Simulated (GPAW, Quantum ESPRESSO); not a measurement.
# Core-hole calculation of the B K edge in BAs (F-43m)

Do two independent programs agree on the B K edge of BAs (F-43m)? The same cell and functional are run with XSpectra and with GPAW.

Calculated with Quantum ESPRESSO 7.5; core-hole supercells, plane-wave PAW PBE (first program; GPAW 26.7.0 follows as the second).

**1. The structure**

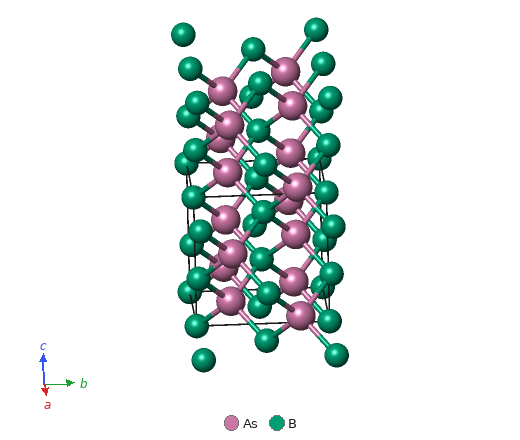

The cell as given, slightly off an axis (arsenic pink, boron teal). 2×1×2 cells are drawn. This picture shows the conventional cell, with its axes. Bonds to atoms that aren't drawn are left out. Some periodic images of atoms are drawn too.

**2. Ground state of the crystal (Quantum ESPRESSO)**

The ground state comes first: it tells whether the system has a gap, which decides how the excited electron is treated.

The PAW data sets are made with ld1.x, with reconstruction data.

scf.in

```
&control
   calculation='scf', prefix='x', pseudo_dir='../pp', outdir='tmp', tprnfor=.true.
/
&system
   ibrav=0, nat=2, ntyp=2, nbnd=8
   ecutwfc=56, ecutrho=360
   occupations='smearing', smearing='mv', degauss=0.015
/
&electrons
   conv_thr=2.0e-08, electron_maxstep=120
   mixing_beta=0.5
/
ATOMIC_SPECIES
As 1.0 As.pbe-n-kjpaw.UPF
B3 1.0 B.pbe-n-kjpaw.UPF
CELL_PARAMETERS angstrom
  0.00000000 2.38850000 2.38850000
  2.38850000 0.00000000 2.38850000
  2.38850000 2.38850000 0.00000000
ATOMIC_POSITIONS crystal
As   0.75000000 0.75000000 0.75000000
B3   0.00000000 0.00000000 0.00000000
K_POINTS automatic
10 10 10 0 0 0
```

Started as:

```console
> OMP_NUM_THREADS=1 mpirun --oversubscribe --bind-to none -np 4 pw.x -nk 4 -in scf.in > scf.out
```

Log:

```text
     [... banner and references ...]
using ibrav=0 with symmetry is DISCOURAGED, use correct ibrav instead

     G-vector sticks info
     --------------------

     Using Slab Decomposition

     bravais-lattice index     =            0
     lattice parameter (alat)  =       6.3832  a.u.
     unit-cell volume          =     183.9087 (a.u.)^3
     number of atoms/cell      =            2
     number of atomic types    =            2
     number of electrons       =         8.00
     number of Kohn-Sham states=            8
     kinetic-energy cutoff     =      56.0000  Ry
     charge density cutoff     =     360.0000  Ry
     scf convergence threshold =      2.0E-08
     mixing beta               =       0.5000
     number of iterations used =            8  plain     mixing
     Exchange-correlation= SLA  PW   PBX  PBC
                           (   1   4   3   4   0   0   0)

     celldm(1)=   6.383210  celldm(2)=   0.000000  celldm(3)=   0.000000
     celldm(4)=   0.000000  celldm(5)=   0.000000  celldm(6)=   0.000000

     crystal axes: (cart. coord. in units of alat)
               a(1) = (   0.000000   0.707107   0.707107 )
               a(2) = (   0.707107   0.000000   0.707107 )
               a(3) = (   0.707107   0.707107   0.000000 )

     reciprocal axes: (cart. coord. in units 2 pi/alat)
               b(1) = ( -0.707107  0.707107  0.707107 )
               b(2) = (  0.707107 -0.707107  0.707107 )
               b(3) = (  0.707107  0.707107 -0.707107 )

     PseudoPot. #1 for As:     Pseudo is Projector augmented-wave + core cor, Zval =  5.0

     ../pp/B.pbe-n-kjpaw.UPF
     Pseudo is Projector augmented-wave + core cor, Zval =  3.0
     Shape of augmentation charge: PSQ
     Using radial grid of 1059 points,  4 beta functions with:
                l(1) =   0
                l(2) =   0
                l(3) =   1
                l(4) =   1
     Q(r) pseudized with 0 coefficients

     atomic species   valence    mass     pseudopotential
     As                5.00     1.00000     As( 1.00)
     B3                3.00     1.00000     B ( 1.00)

     24 Sym. Ops. (no inversion) found

   Cartesian axes

     site n.     atom                  positions (alat units)
         1        As     tau(   1) = (   1.0606602   1.0606602   1.0606602  )
         2        B3     tau(   2) = (   0.0000000   0.0000000   0.0000000  )

     number of k points=    47  Marzari-Vanderbilt smearing, width (Ry)=  0.0150
                       cart. coord. in units 2pi/alat
        k(    1) = (   0.0000000   0.0000000   0.0000000), wk =   0.0020000
        k(    2) = (   0.0707107   0.0707107  -0.0707107), wk =   0.0160000
        k(    3) = (   0.1414214   0.1414214  -0.1414214), wk =   0.0160000
        k(    4) = (   0.2121320   0.2121320  -0.2121320), wk =   0.0160000
        k(    5) = (   0.2828427   0.2828427  -0.2828427), wk =   0.0160000
[...]
k(   45) = (  -0.1414214  -0.4242641   0.7071068), wk =   0.0480000
        k(   46) = (  -0.0707107  -0.3535534   0.6363961), wk =   0.0480000
        k(   47) = (  -0.7071068   0.2828427   0.0000000), wk =   0.0240000

     Dense  grid:    21187 G-vectors     FFT dimensions: (  40,  40,  40)

     Smooth grid:    10417 G-vectors     FFT dimensions: (  32,  32,  32)

     Initial potential from superposition of free atoms

     starting charge       7.9995, renormalised to       8.0000
     Starting wfcs are    8 randomized atomic wfcs
     Checking if some PAW data can be deallocated...

     per-process dynamical memory:    21.0 Mb

     Self-consistent Calculation

     iteration #  1     ecut=    56.00 Ry     beta= 0.50
     Davidson diagonalization with overlap
     ethr =  1.00E-02,  avg # of iterations =  3.1

     total energy              =    -187.42472918 Ry
     estimated scf accuracy    <       0.15278211 Ry

     iteration #  2     ecut=    56.00 Ry     beta= 0.50
[...]
Davidson diagonalization with overlap
     ethr =  8.48E-10,  avg # of iterations =  2.1

     WARNING: integrated charge=     8.00000179, expected=     8.00000000

     total energy              =    -187.45283557 Ry
     estimated scf accuracy    <       0.00000002 Ry

     iteration #  8     ecut=    56.00 Ry     beta= 0.50
     Davidson diagonalization with overlap
     ethr =  2.59E-10,  avg # of iterations =  1.0

     End of self-consistent calculation

          k = 0.0000 0.0000 0.0000 (  1291 PWs)   bands (ev):

    -6.7490   8.6435   8.6435   8.6435  11.9486  11.9486  11.9486  13.4309

          k = 0.0707 0.0707-0.0707 (  1303 PWs)   bands (ev):

    -6.5850   7.2480   8.3439   8.3439  12.1029  12.3484  12.3484  14.3159

          k = 0.1414 0.1414-0.1414 (  1324 PWs)   bands (ev):

    -6.1013   4.8826   7.7741   7.7741  11.8911  13.0686  13.0686  15.9706

          k = 0.2121 0.2121-0.2121 (  1314 PWs)   bands (ev):

    -5.3349   2.5938   7.2718   7.2718  11.6136  13.4656  13.4656  17.2645

          k = 0.2828 0.2828-0.2828 (  1299 PWs)   bands (ev):

    -4.4194   0.7234   6.9506   6.9506  11.4244  13.4820  13.4820  17.6979

          k =-0.3536-0.3536 0.3536 (  1308 PWs)   bands (ev):

[...]
k = 0.1414-0.0000 0.0000 (  1299 PWs)   bands (ev):

[...]
k = 0.2121 0.0707-0.0707 (  1309 PWs)   bands (ev):

[...]
k =-0.2828-0.4243 0.4243 (  1307 PWs)   bands (ev):

[...]
k =-0.2121-0.3536 0.3536 (  1297 PWs)   bands (ev):

[...]
k =-0.1414-0.2828 0.2828 (  1309 PWs)   bands (ev):

[...]
k =-0.0707-0.2121 0.2121 (  1306 PWs)   bands (ev):

[...]
k = 0.0000-0.1414 0.1414 (  1311 PWs)   bands (ev):

[...]
k = 0.2828-0.0000 0.0000 (  1307 PWs)   bands (ev):

[...]
k = 0.0000-0.2828 0.2828 (  1326 PWs)   bands (ev):

[...]
k = 0.4950 0.0707-0.0707 (  1297 PWs)   bands (ev):

[...]
k = 0.5657-0.0000 0.0000 (  1290 PWs)   bands (ev):

[...]
k = 0.0000-0.5657 0.5657 (  1296 PWs)   bands (ev):

[...]
k =-0.7071 0.0000 0.0000 (  1298 PWs)   bands (ev):

[...]
k = 0.2828 0.1414 0.0000 (  1313 PWs)   bands (ev):

[...]
k = 0.3536 0.2121-0.0707 (  1309 PWs)   bands (ev):

[...]
k = 0.4243 0.1414-0.0000 (  1302 PWs)   bands (ev):

[...]
k = 0.0000-0.2828 0.4243 (  1299 PWs)   bands (ev):

[...]
k =-0.0707-0.4950 0.6364 (  1294 PWs)   bands (ev):

[...]
k = 0.0000-0.4243 0.5657 (  1290 PWs)   bands (ev):

[...]
k =-0.7071 0.1414 0.0000 (  1298 PWs)   bands (ev):

[...]
k =-0.1414-0.4243 0.7071 (  1294 PWs)   bands (ev):

    -3.0404   1.0167   3.1856   4.4899  13.0989  14.0217  14.8191  18.4065

          k =-0.0707-0.3536 0.6364 (  1300 PWs)   bands (ev):

    -2.6297   0.6533   2.9551   4.1500  13.4187  14.4277  15.6289  16.7550

          k =-0.7071 0.2828 0.0000 (  1294 PWs)   bands (ev):

    -2.4217   0.5246   3.3014   3.5378  13.2040  13.5635  16.5339  16.6597

     the Fermi energy is     9.3490 ev

     WARNING: integrated charge=     8.00000179, expected=     8.00000000

!    total energy              =    -187.45283557 Ry
     total all-electron energy =     -4571.659542 Ry
     estimated scf accuracy    <          6.2E-10 Ry
     smearing contrib. (-TS)   =       0.00000002 Ry
     internal energy E=F+TS    =    -187.45283559 Ry

     The total energy is F=E-TS. E is the sum of the following terms:
     one-electron contribution =       7.01579743 Ry
     hartree contribution      =       1.24160306 Ry
     xc contribution           =     -14.47958536 Ry
     ewald contribution        =     -19.93341868 Ry
     one-center paw contrib.   =    -161.29723204 Ry

     convergence has been achieved in   8 iterations

     Forces acting on atoms (cartesian axes, Ry/au):

     atom    1 type  1   force =     0.00000000   -0.00000000   -0.00000000
     atom    2 type  2   force =     0.00000000    0.00000000   -0.00000000

     Total force =     0.000000     Total SCF correction =     0.000000

     XML data file, charge density, pseudopotentials, collected wavefunctions

=------------------------------------------------------------------------------=
   JOB DONE.
=------------------------------------------------------------------------------=
```

The job ended after 2.2 s (4 MPI ranks of Arm Neoverse V2, shared host; peak memory 0.06 GiB).

Absorbing atoms carry a label of their own (element plus a letter or digit), as the spectrum program needs them as separate species.

The mesh shows a gap of 1.17 eV, so the hole is first treated in a charged cell, without the excited electron.

**3. Spectrum without a core hole, B atom 2 (Quantum ESPRESSO)**

This cheap baseline ignores the attraction of the hole: it shows the absorber's empty states as they are in the ground state.

The absorber has 4 As at 2.07 Å (tetrahedral, site symmetry -43m).

xspectra.in

```
&input_xspectra
   calculation='xanes_dipole', edge='K'
   prefix='x', outdir='tmp', xiabs=2, xe0=9.2276
   xonly_plot=.false., x_save_file='xanes.sav'
   xniter=3000, xcheck_conv=20, xerror=0.005
   xcoordcrys=.false., xepsilon(1)=1, xepsilon(2)=0, xepsilon(3)=0
/
&plot
   xnepoint=413, xemin=-10, xemax=45, terminator=.true., cut_occ_states=.true.
   xgamma=0.4
/
&pseudos
   filecore='../B.wfc'
/
&cut_occ
   cut_desmooth=0.1, cut_stepl=0.05, cut_stepu=0.05, cut_ierror=1e-5
/
8 8 8 0 0 0
```

Started as:

```console
> OMP_NUM_THREADS=1 mpirun --oversubscribe --bind-to none -np 4 xspectra.x -nk 4 -in xspectra.in > xspectra.out
```

Log:

```text
     [... banner and references ...]
Reading input_file

     calculation: xanes_dipole

     xepsilon  [cartesian coordinates]:   1.000000   0.000000   0.000000

     xonly_plot: FALSE
        => complete calculation: Lanczos + spectrum plot

     filecore (core-wavefunction file): ../B.wfc

     main plot parameters:
        cut_occ_states: TRUE
        gamma_mode:  constant
        -> using xgamma [eV]:  0.40
        xemin [eV]: -10.00
        xemax [eV]:  45.00
        xnepoint:  413
        xe0 [eV]:   9.227600 (energy zero read in input file)

[...]
Results of STEP 1 successfully written in x_save_file
     x_save_file name:
     ->  xanes.sav
     x_save_file version:  2

     ... End STEP 1 ...

     ... Begin STEP 2 ...

     The spectrum is calculated using the following parameters:
        xe0 [eV]:    9.2276
        the occupied states are elimintate from the spectrum
        xemin [eV]: -10.00
        xemax [eV]:  45.00
        xnepoint:  413
        constant broadening parameter [eV]:    0.400
        Core level energy [eV]:  -188.0
         (from electron binding energy of neutral atoms in X-ray data booklet)

     Cross-section successfully written in xanes.dat

     ... End STEP 2 ...

                                END JOB XSpectra
```

Run time: 12 s. Hardware: 4 MPI ranks; peak memory 0.08 GiB.

The B K spectrum, B atom 2, no core hole (energy from the lowest empty level; intensity scaled to a mean of 1 over the first 20 eV; the points at xe0, where the cut of filled states can leave a spike, are interpolated):

| E (eV) | intensity |
| --- | --- |
| -2.0 | 0.04 |
| -0.5 | 0.10 |
| 1.0 | 0.39 |
| 2.5 | 1.17 |
| 4.0 | 1.22 |
| 5.5 | 1.33 |
| 7.0 | 1.28 |
| 8.5 | 1.28 |
| 10.0 | 1.32 |
| 11.5 | 1.30 |
| 13.0 | 0.77 |
| 14.5 | 0.97 |
| 16.0 | 0.86 |
| 17.5 | 0.43 |
| 19.0 | 0.59 |
| 20.5 | 0.65 |
| 22.0 | 0.77 |
| 23.5 | 1.04 |
| 25.0 | 0.92 |
| 26.5 | 0.87 |
| 28.0 | 0.79 |
| 29.5 | 0.65 |
| 31.0 | 0.79 |

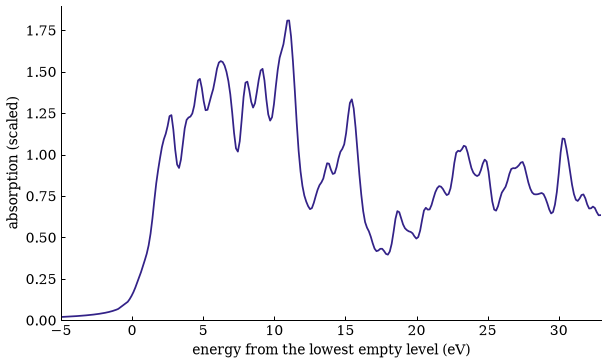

The B K edge, B atom 2, no core hole: main maxima at 6.2, 9.2 and 11.0 eV.

Main maxima below 24 eV (height): 2.8 eV (1.24), 4.8 eV (1.46), 6.2 eV (1.56), 8.1 eV (1.44), 9.2 eV (1.52), 11.0 eV (1.81) and 15.4 eV (1.33). A K edge sees empty p states on the absorber.

**4. Another broadening**

The final state's lifetime shortens with energy, so measured features broaden above the edge; the saved Lanczos coefficients are redrawn with a width that grows.

xspectra_plot.in

```
&input_xspectra
   calculation='xanes_dipole', edge='K'
   prefix='x', outdir='tmp', xiabs=2, xe0=9.2276
   xonly_plot=.true., x_save_file='xanes.sav'
   xniter=3000, xcheck_conv=20, xerror=0.005
   xcoordcrys=.false., xepsilon(1)=1, xepsilon(2)=0, xepsilon(3)=0
/
&plot
   xnepoint=413, xemin=-10, xemax=45, terminator=.true., cut_occ_states=.true.
   gamma_mode='variable', gamma_energy(1)=4, gamma_energy(2)=25, gamma_value(1)=0.3, gamma_value(2)=2.5
/
&pseudos
   filecore='../B.wfc'
/
&cut_occ
   cut_desmooth=0.1, cut_stepl=0.05, cut_stepu=0.05, cut_ierror=1e-5
/
8 8 8 0 0 0
```

Started as:

```console
> OMP_NUM_THREADS=1 xspectra.x -in xspectra_plot.in > xspectra_plot.out
```

Log:

```text
     [... banner and references ...]
Reading input_file
     -------------------------------------------------------------------------

     calculation: xanes_dipole

     xonly_plot: TRUE
        => only the spectrum plot

     main plot parameters:
        cut_occ_states: TRUE
        gamma_mode:  variable
        -> first, constant up to point ( 4.00, 0.30) [eV]
        -> then, linear up to point (25.00, 2.50) [eV]
        -> finally, constant up to xemax
        xemin [eV]: -10.00
        xemax [eV]:  45.00
        xnepoint:  413
[...]
xemin [eV]: -10.00
        xemax [eV]:  45.00
        xnepoint:  413
        energy-dependent broadening parameter:
         -> first, constant up to point ( 4.00, 0.30) [eV]
         -> then, linear up to point (25.00, 2.50) [eV]
         -> finally, constant up to xemax
        Core level energy [eV]:  -188.0
         (from electron binding energy of neutral atoms in X-ray data booklet)

     Cross-section successfully written in xanes.dat

     -------------------------------------------------------------------------
                                END JOB XSpectra
     -------------------------------------------------------------------------
[key lines of the parts left out:]
Fermi level [eV]:   8.6435
```

The job ended after 4 s (1 MPI rank; peak memory 0.06 GiB).

With a Lorentzian half width 0.3 eV up to 4 eV, rising linearly to 2.5 eV at 25 eV (counted from xe0, 0.6 eV below the zero used here), the maxima are 2.8 eV (1.39), 4.6 eV (1.43), 6.2 eV (1.47), 9.0 eV (1.33), 10.5 eV (1.37) and 23.7 eV (0.80).

**5. Supercell without a hole, the energy reference (Quantum ESPRESSO)**

The photon energy needs a difference of total energies, so the cell and mesh of the coming hole run are first run without a hole.

scf.in

```
&control
   calculation='scf', prefix='x', pseudo_dir='../pp', outdir='tmp', tprnfor=.true.
/
&system
   ibrav=0, nat=12, ntyp=2, nbnd=28
   ecutwfc=56, ecutrho=360
   occupations='fixed'
/
&electrons
   conv_thr=1.2e-07, electron_maxstep=120
   mixing_beta=0.5
/
ATOMIC_SPECIES
As 1.0 As.pbe-n-kjpaw.UPF
B 1.0 B.pbe-n-kjpaw.UPF
CELL_PARAMETERS angstrom
  -2.38850000 -2.38850000 -4.77700000
  -2.38850000 -2.38850000 4.77700000
  -2.38850000 4.77700000 2.38850000
ATOMIC_POSITIONS crystal
As   0.87500000 0.62500000 0.00000000
As   0.54166667 0.62500000 0.33333333
As   0.37500000 0.12500000 0.00000000
As   0.20833333 0.62500000 0.66666667
As   0.04166667 0.12500000 0.33333333
As   0.70833333 0.12500000 0.66666667
B    0.00000000 0.00000000 0.00000000
B    0.66666667 0.00000000 0.33333333
B    0.50000000 0.50000000 0.00000000
B    0.33333333 0.00000000 0.66666667
B    0.16666667 0.50000000 0.33333333
B    0.83333333 0.50000000 0.66666667
K_POINTS automatic
4 3 4 0 0 0
```

Started as:

```console
> OMP_NUM_THREADS=1 mpirun --oversubscribe --bind-to none -np 4 pw.x -nk 4 -in scf.in > scf.out
```

Log:

```text
     [... banner and references ...]
[banner, memory and clock lines left out]
Found identity + ( -0.3333  0.0000  0.3333) symmetry
     This is a supercell, fractional translations are disabled
     using ibrav=0 with symmetry is DISCOURAGED, use correct ibrav instead

     G-vector sticks info

     bravais-lattice index     =            0
     lattice parameter (alat)  =      11.0560  a.u.
     unit-cell volume          =    1103.4524 (a.u.)^3
     number of atoms/cell      =           12
[...]
Forces acting on atoms (cartesian axes, Ry/au):

     atom    1 type  1   force =    -0.00010894   -0.00010894    0.00036600
     atom    2 type  1   force =    -0.00010843   -0.00010797    0.00036661
     atom    3 type  1   force =    -0.00010811   -0.00010811    0.00036712
[...]
atom   11 type  2   force =     0.00010871    0.00010838   -0.00036664
     atom   12 type  2   force =     0.00010838    0.00010871   -0.00036664

     Total force =     0.001377     Total SCF correction =     0.000009

     XML data file, charge density, pseudopotentials, collected wavefunctions
[key lines of the parts left out:]
!    total energy              =   -1124.71658509 Ry
convergence has been achieved in  10 iterations
```

Elapsed: 25 s, on 4 MPI ranks; peak memory 0.18 GiB.

Reference energy: -373203.575 eV with the cores included.

(Part 1 of 4 ends here.)

[Banner, clock and machine lines of the logs are left out without a mark of their own.]

[Logs are printed without paths, hosts, clocks, repeated set-up lines and the standing remarks that a program may print on its own settings, such as how far it seeks lower states.]

[Hosts, paths, dates, database ids (printed as entryN), source tags and the programs' standing remarks are cut or masked in the printed files.]

[Lists of maxima count a maximum above −3 eV only where it reaches 4 % of the highest in the window and stands out from its surroundings by 2 % of it (1.5 % where it reaches 55 %); shoulders and weaker maxima are passed over, and of the rest the first, up to two pre-edge ones and the few strongest are named.]
